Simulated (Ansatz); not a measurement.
## MnO: field-gradient calculation (part 2 of 2)

MnO (4 atoms in the cell); DFT, PBEsol, PAW with Ansatz's default frozen-core files, scalar-relativistic, spin-polarised (Ansatz 0.2.0); cutoff 420 eV, 14×14×8 k-mesh, Fermi–Dirac smearing of 0.05 eV, collinear spins. The structure derives from an entry of the Crystallography Open Database. It belongs to a series of runs on one base structure; here: equal xx and yy strain of -2 %, PAW files.

Geometry of the input (Å; fractional positions):
```
3.3043  0.0000  0.0000
-1.6521  2.8616  0.0000
0.0000  0.0000  5.3855
Mn 0.3333  0.6667  0.0110
Mn 0.6667  0.3333  0.5110
O  0.3333  0.6667  0.3755
O  0.6667  0.3333  0.8755
```

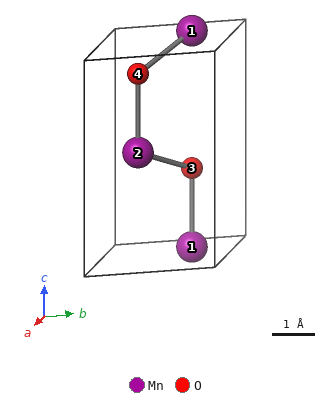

The structure as given in the input (ball-and-stick view of the cell of the calculation, seen slightly off an axis; atoms are numbered from 1 in the order of the input). An atom can appear more than once, as a periodic image.

**What the program printed, continued**
```
SCF iter   1: F=—  HF=-8858.821673 eV  |F-HF|=—  |Δ(HF+E_count)|=         —  Δρ=1.33e-1 (↑1.33e-1 ↓5.28e-2)  dr2=9.23e0  dr2_m=2.23e0  M=9.618 μB ∫|m|=9.618 μB  β_m=0.30  ethr=3.10e-3  ⟨swp⟩=4.8  Hψ=24474  notcnv=0
Mixer restart at iter 1: flushing history
preconditioner: auto → Kerker (q_TF=auto, 2.642 Å⁻¹)  [metal: Δε(μ)=0.004 eV  Ē_g=9.833 eV  σ=0.050 eV  W_gap=0.02  n_scr=22 (ndim 8)  ℏωp=26.5 eV  f_vac=0.000  D(μ)=2.51/eV (n_scr^D=22)]
spin=Collinear: Kerker preconditioning applied to the charge; magnetization (m = ρ↑ − ρ↓) channel mixes plain (no charge-response kernel on spin).
SCF iter   2: F=—  HF=-8858.457668 eV  |F-HF|=—  |Δ(HF+E_count)|=   3.64e-1  Δρ=7.72e-2 (↑7.72e-2 ↓3.16e-2)  dr2=2.42e0  dr2_m=1.08e0  M=9.849 μB ∫|m|=9.849 μB  β_m=0.47  ethr=3.10e-3  ⟨swp⟩=3.1  Hψ=16732  notcnv=0  defer=365
SCF iter   3: F=—  HF=-8858.487938 eV  |F-HF|=—  |Δ(HF+E_count)|=   3.03e-2  Δρ=1.65e-2 (↑1.65e-2 ↓1.35e-2)  dr2=3.52e-1  dr2_m=4.29e-2  M=9.869 μB ∫|m|=9.869 μB  β_m=0.55  ethr=3.10e-3  ⟨swp⟩=3.0  Hψ=13871  notcnv=0  defer=363
SCF iter   4: F=—  HF=-8858.454397 eV  |F-HF|=—  |Δ(HF+E_count)|=   3.35e-2  Δρ=6.34e-3 (↑6.34e-3 ↓5.93e-3)  dr2=7.36e-2  dr2_m=2.83e-3  M=9.911 μB ∫|m|=9.911 μB  β_m=0.77  ethr=8.39e-4  ⟨swp⟩=2.1  Hψ=10488  notcnv=0  defer=363
SCF iter   5: F=—  HF=-8858.457968 eV  |F-HF|=—  |Δ(HF+E_count)|=         —  Δρ=4.89e-3 (↑4.89e-3 ↓2.14e-3)  dr2=1.30e-2  dr2_m=1.85e-3  M=9.921 μB ∫|m|=9.921 μB  β_m=0.77  ethr=1.75e-4  ⟨swp⟩=2.2  Hψ=11887  notcnv=0  defer=363
Mixer restart at iter 5: flushing history
SCF iter   6: F=—  HF=-8858.460573 eV  |F-HF|=—  |Δ(HF+E_count)|=   2.61e-3  Δρ=1.94e-3 (↑1.94e-3 ↓9.53e-4)  dr2=2.79e-3  dr2_m=3.82e-4  M=9.934 μB ∫|m|=9.934 μB  β_m=0.71  ethr=3.11e-5  ⟨swp⟩=2.1  Hψ=13704  notcnv=0  defer=363
SCF iter   7: F=—  HF=-8858.460614 eV  |F-HF|=—  |Δ(HF+E_count)|=   4.01e-5  Δρ=8.85e-4 (↑8.85e-4 ↓6.39e-4)  dr2=8.85e-4  dr2_m=5.14e-5  M=9.928 μB ∫|m|=9.928 μB  β_m=0.86  ethr=6.64e-6  ⟨swp⟩=2.2  Hψ=13735  notcnv=0  defer=363
SCF iter   8: F=—  HF=-8858.461323 eV  |F-HF|=—  |Δ(HF+E_count)|=   7.10e-4  Δρ=2.31e-4 (↑2.02e-4 ↓2.31e-4)  dr2=1.45e-4  dr2_m=5.03e-7  M=9.929 μB ∫|m|=9.929 μB  β_m=0.93  ethr=2.11e-6  ⟨swp⟩=2.2  Hψ=11341  notcnv=0  defer=363
SCF iter   9: F=—  HF=-8858.461412 eV  |F-HF|=—  |Δ(HF+E_count)|=   8.90e-5  Δρ=1.22e-4 (↑1.22e-4 ↓7.53e-5)  dr2=1.22e-5  dr2_m=7.76e-7  M=9.929 μB ∫|m|=9.929 μB  β_m=0.90  ethr=3.45e-7  ⟨swp⟩=2.0  Hψ=9649  notcnv=0  defer=361
SCF iter  10: F=—  HF=-8858.461469 eV  |F-HF|=—  |Δ(HF+E_count)|=   5.70e-5  Δρ=3.21e-5 (↑2.60e-5 ↓3.21e-5)  dr2=1.42e-6  dr2_m=1.55e-8  M=9.929 μB ∫|m|=9.929 μB  β_m=0.95  ethr=2.92e-8  ⟨swp⟩=2.1  Hψ=10135  notcnv=0  defer=361
SCF iter  11: F=—  HF=-8858.461470 eV  |F-HF|=—  |Δ(HF+E_count)|=   8.57e-7  Δρ=1.52e-5 (↑1.52e-5 ↓9.18e-6)  dr2=1.58e-7  dr2_m=3.65e-8  M=9.929 μB ∫|m|=9.929 μB  β_m=0.98  ethr=3.38e-9  ⟨swp⟩=2.0  Hψ=9857  notcnv=0  defer=361
SCF iter  12: F=-8858.461470 eV  HF=-8858.461470 eV  |F-HF|=5.26e-8  |Δ(HF+E_count)|=   6.15e-8  Δρ=7.93e-6 (↑4.99e-6 ↓7.93e-6)  dr2=6.32e-8  dr2_m=3.52e-9  M=9.929 μB ∫|m|=9.929 μB  ethr=2.38e-10  ⟨swp⟩=8.2  Hψ=42760  notcnv=0
SCF 1 converged in 12 iterations: F = -8858.461470 eV  dr2 = 6.32e-8
  greatest PAW one-centre occupation: 1.004 electrons in one spin orbital (limit 2), on the Mn atom at site 0 (counted from 0), in its partial waves of l = 1
WARN: an SCF from antiferromagnetic starting moments (-4.37, 4.37, 0.00, 0.00 Bohr magnetons, atom by atom) was not made, by what the run has read of turns of its moments that order reads lower: the deck asks for what bars it, or types moments that do (magnetization.spin_polarized, in the input reference, names some of the keys), or the run goes by scf.lower_state_search: light, the default, which as a rule tries one only behind a close that has lost an order of both signs, or on which an open d or half-filled 4f shell of a PAW file has lost a moment that was set nearer to Hund's than to what is left; or, under a Hubbard U, one that names an f shell that the input leaves bare beside given moments, or a larger moment for a shell of low spin that is given one. standard, with a start from the atoms, tries one behind each close (in a relaxation, ahead of its steps or at their end). To set out from that order, type those moments (crystal.atoms[].spin; where shells were raised to Hund's moment, beside crystal.symmetry.detect: false) under scf.lower_state_search: light. The bands of the close that named these starting moments, or of the one ahead of a search that led to it (under cold or Methfessel-Paxton smearing those of the Gaussian ahead of it) read a cost of -808.78 meV for the turn to them, carried on from a small turn (-808.78 by the pairs of d shells alone)
SCF converged after 12 iterations
Magnetization: 9.9291 μB (25.9646 up, 16.0354 down)
Absolute magnetization: 9.9291 μB (∫|ρ↑−ρ↓|, with the PAW one-centre terms)
Spin contamination: 0.0137 ħ² per cell (⟨S²⟩ above its minimum at these occupations)
Per-site moments (μB) at R_I (Å): [(3.795244394164089, 0.8097657995625), (3.795244394164088, 0.8097657995624999), (0.23117894141241663, 0.8097657995625), (0.23117894141241588, 0.8097657995624999)]
Free energy (F): -8858.461470 eV
Harris-Foulkes:  -8858.461470 eV  (|F-HF|=5.26e-8)
Internal energy: -8858.452979 eV  (E = F + TS)
E sigma→0 (E₀):  -8858.457224 eV
Entropy (-TS):   -0.008492 eV (-2.123 meV/atom)
Fermi energy:    11.267977 eV
--- Per-component energies (eV) ---
  E_band       = -593.455213
  E_kinetic    = 948.163558
  E_local      = -5125.235602  (includes V_loc(G=0)·N_el)
  E_nonlocal   = 606.233156
  E_hartree    = 2065.700085
  E_xc         = -365.432746
  E_vxc        = -469.231414  (∫ρ·V_xc dr)
  E_paw        = -2858.258119  (= ΣΔE_a)
  E_vpaw       = -684.788979  (= ΣTr[D̂ρ^β])
  E_aug_tail   = 0.004821  (compensation charges beyond the density's cutoff)
  E_ewald      = -4130.038008
  E_core_change = 0.409876  (= ΣΔE_core)
  E_smearing   = -0.008492  (= −TS)
  E_closure    = -0.000000  (closes the sum)
  Σ components = -8858.461470   (vs F -8858.461470, Δ=0.00e0)
--- Forces (eV/Å), atoms counted from 1 ---
  atom   1  Mn    -0.00000000     0.00000000    -0.43819984
  atom   2  Mn    -0.00000000    -0.00000000    -0.43819984
  atom   3  O     -0.00000000    -0.00000000     0.43820555
  atom   4  O      0.00000000     0.00000000     0.43820555
  max |Σ_I F_I| component: 1.14e-5 eV/Å
--- Stress (GPa, compression-positive) ---
        3.946674       0.000000       0.000000
       -0.000000       3.946674      -0.000000
        0.000000       0.000000       8.899573
  P = ⅓ Tr σ = 5.5976 GPa (55.976 kbar)
--- PAW observables at the nuclei: V_zz in 10²¹ V/m², potentials from the cell's mean, atoms counted from 1 ---
  atom   1  Mn V_zz =    -2.069464   η = 0.0000   by run symmetry: allowed
            electrostatic potential = -3029.664163 V   contact ρ = 87579.280979 e/Å³   contact ρ_s (e/Å³): all electrons -2.555652, valence +6.832515
  atom   2  Mn V_zz =    -2.069464   η = 0.0000   by run symmetry: allowed
            electrostatic potential = -3029.664163 V   contact ρ = 87579.280979 e/Å³   contact ρ_s (e/Å³): all electrons -2.555652, valence +6.832515
  atom   3  O  V_zz =    +0.287362   η = 0.0000   by run symmetry: allowed
            electrostatic potential = -623.560054 V   contact ρ = 2143.384580 e/Å³   contact ρ_s (e/Å³): all electrons +2.064654, valence +2.428843
  atom   4  O  V_zz =    +0.287362   η = 0.0000   by run symmetry: allowed
            electrostatic potential = -623.560054 V   contact ρ = 2143.384580 e/Å³   contact ρ_s (e/Å³): all electrons +2.064654, valence +2.428843
--- Band table (eV; the first three rows and the last of 240) ---
  k-point 0 ↑: bands = ["-70.2887", "-70.2851", "-39.1928", "-39.1788", "-39.1788", "-39.1722", "-39.1722", "-39.1491", "-9.0635", "-8.4995", "3.6784", "4.5067", "4.7137", "4.7137", "5.0689", "5.0689", "8.0482", "8.0482", "8.5844", "8.6175", "8.6175", "9.6312", "10.2817", "10.2817", "11.3707", "11.3757", "11.3757", "14.9749", "16.6583", "23.0767"]
  k-point 1 ↑: bands = ["-70.2886", "-70.2853", "-39.1911", "-39.1785", "-39.1785", "-39.1725", "-39.1725", "-39.1507", "-9.0419", "-8.5206", "3.6704", "4.4288", "4.7223", "4.7223", "5.0496", "5.0496", "8.0760", "8.0760", "8.6071", "8.6071", "8.7010", "9.7379", "10.3170", "10.3170", "11.3318", "11.3318", "11.3796", "14.6113", "17.0188", "22.6857"]
  k-point 2 ↑: bands = ["-70.2882", "-70.2856", "-39.1864", "-39.1778", "-39.1778", "-39.1732", "-39.1732", "-39.1555", "-8.9803", "-8.5810", "3.6669", "4.2359", "4.7491", "4.7491", "4.9979", "4.9979", "8.1536", "8.1536", "8.5690", "8.5690", "9.0113", "9.9504", "10.4232", "10.4232", "11.2072", "11.2072", "11.4655", "13.9009", "17.7345", "21.6532"]
  k-point 119 ↓: bands = ["-65.5616", "-65.5616", "-34.5758", "-34.5758", "-34.5579", "-34.5579", "-34.5312", "-34.5312", "-7.9027", "-7.9027", "4.9637", "4.9637", "5.3896", "5.3896", "6.4139", "6.4139", "11.6843", "11.6843", "12.6174", "12.6174", "13.1323", "13.1323", "13.3738", "13.3738", "13.8599", "13.8599", "18.5026", "18.5026", "19.2025", "19.2025"]
```

**File rho_z.tsv**
```
# z_ang	rho[e/angstrom^3]	rho_spin[e/angstrom^3]
# format = ansatz-planar-average/11
# lattice	3.304266911	-0.000000000	0.000000000
# lattice	-1.652133455	2.861579086	0.000000000
# lattice	0.000000000	0.000000000	5.385500000
# sites	4
# site	25	0.000000000	1.907719390	0.059025080
# site	25	1.652133455	0.953859695	2.751775080
# site	8	0.000000000	1.907719390	2.022093685
# site	8	1.652133455	0.953859695	4.714843685
0.000000	1.923038e0	5.616919e-1
0.149597	1.812522e0	5.498789e-1
0.299194	1.381425e0	4.353638e-1
0.448792	8.569563e-1	2.892731e-1
0.598389	4.561128e-1	1.711213e-1
0.747986	2.394724e-1	9.654749e-2
0.897583	1.547665e-1	5.449981e-2
1.047181	1.387770e-1	3.169815e-2
1.196778	1.619636e-1	2.049350e-2
1.346375	2.217279e-1	1.751322e-2
1.495972	3.310863e-1	2.217786e-2
1.645569	4.972861e-1	3.516371e-2
1.795167	6.842025e-1	5.587140e-2
1.944764	8.404699e-1	8.387389e-2
2.094361	9.627027e-1	1.237222e-1
2.243958	1.112635e0	1.921790e-1
2.393556	1.367796e0	3.099490e-1
2.543153	1.703246e0	4.587633e-1
2.692750	1.923038e0	5.616919e-1
2.842347	1.812522e0	5.498789e-1
2.991944	1.381425e0	4.353638e-1
3.141542	8.569563e-1	2.892731e-1
3.291139	4.561128e-1	1.711213e-1
3.440736	2.394724e-1	9.654749e-2
3.590333	1.547665e-1	5.449981e-2
3.739931	1.387770e-1	3.169815e-2
3.889528	1.619636e-1	2.049350e-2
4.039125	2.217279e-1	1.751322e-2
4.188722	3.310863e-1	2.217786e-2
4.338319	4.972861e-1	3.516371e-2
4.487917	6.842025e-1	5.587140e-2
4.637514	8.404699e-1	8.387389e-2
4.787111	9.627027e-1	1.237222e-1
4.936708	1.112635e0	1.921790e-1
5.086306	1.367796e0	3.099490e-1
5.235903	1.703246e0	4.587633e-1
```

**File v_z.tsv**
```
# z_ang	v_es[eV]	v_tot_up[eV]	v_tot_dn[eV]
# format = ansatz-planar-average/11
# xc	pbesol
# density_cutoff_ev	1680
# datasets	Mn=:simpson_from_first_knot:soft:shift=-858434	O=:simpson_from_first_knot:soft:shift=-234619
# lattice	3.304266911	-0.000000000	0.000000000
# lattice	-1.652133455	2.861579086	0.000000000
# lattice	0.000000000	0.000000000	5.385500000
# sites	4
# site	25	0.000000000	1.907719390	0.059025080
# site	25	1.652133455	0.953859695	2.751775080
# site	8	0.000000000	1.907719390	2.022093685
# site	8	1.652133455	0.953859695	4.714843685
0.000000	-8.327580e-1	-1.439722e1	-1.302667e1
0.149597	-2.337446e-1	-1.323190e1	-1.166888e1
0.299194	7.883793e-1	-1.146545e1	-9.676106e0
0.448792	2.595236e0	-8.724240e0	-6.682166e0
0.598389	5.018499e0	-5.289961e0	-3.059774e0
0.747986	7.658805e0	-1.670126e0	5.955553e-1
0.897583	9.890559e0	1.095220e0	2.774335e0
1.047181	1.125963e1	2.776001e0	3.452597e0
1.196778	1.193010e1	3.578295e0	3.882418e0
1.346375	1.176453e1	2.897046e0	3.223909e0
1.495972	1.020296e1	5.132163e-1	9.520237e-1
1.645569	8.056864e0	-2.567774e0	-1.958907e0
1.795167	5.778038e0	-5.772826e0	-4.991652e0
1.944764	3.376013e0	-9.048459e0	-8.065763e0
2.094361	1.048848e0	-1.211361e1	-1.101195e1
2.243958	-7.266148e-1	-1.440116e1	-1.324421e1
2.393556	-1.635438e0	-1.555903e1	-1.437718e1
2.543153	-1.565053e0	-1.544427e1	-1.419021e1
2.692750	-8.327580e-1	-1.439722e1	-1.302667e1
2.842347	-2.337446e-1	-1.323190e1	-1.166888e1
2.991944	7.883793e-1	-1.146545e1	-9.676106e0
3.141542	2.595236e0	-8.724240e0	-6.682166e0
3.291139	5.018499e0	-5.289961e0	-3.059774e0
3.440736	7.658805e0	-1.670126e0	5.955553e-1
3.590333	9.890559e0	1.095220e0	2.774335e0
3.739931	1.125963e1	2.776001e0	3.452597e0
3.889528	1.193010e1	3.578295e0	3.882418e0
4.039125	1.176453e1	2.897046e0	3.223909e0
4.188722	1.020296e1	5.132163e-1	9.520237e-1
4.338319	8.056864e0	-2.567774e0	-1.958907e0
4.487917	5.778038e0	-5.772826e0	-4.991652e0
4.637514	3.376013e0	-9.048459e0	-8.065763e0
4.787111	1.048848e0	-1.211361e1	-1.101195e1
4.936708	-7.266148e-1	-1.440116e1	-1.324421e1
5.086306	-1.635438e0	-1.555903e1	-1.437718e1
5.235903	-1.565053e0	-1.544427e1	-1.419021e1
```

**Results in brief**

| quantity | value |
| --- | --- |
| outcome | converged |
| space group (tolerance 0.01 Å) | P6₃mc (186) |
| electrons treated | 42 |
| free energy | −8858.4615 eV |
| Fermi energy | 11.268 eV |
| net moment of the cell | 9.93 μB |
| integrated absolute moment | 9.93 μB |
| pressure | 5.60 GPa |
| field gradient V_zz (10²¹ V/m²) | Mn −2.07, Mn −2.07, O 0.29, O 0.29 |
| largest force (length of the vector) | 0.438 eV/Å |
| hardware | 1 thread of Intel Xeon (Granite Rapids), 64 GiB of memory available, shared host |
| wall time | 26 s |
| peak memory | 0.7 GiB |

**Notes**

The electronic state found may not be the lowest one. The program warns: another magnetic order may lie lower.
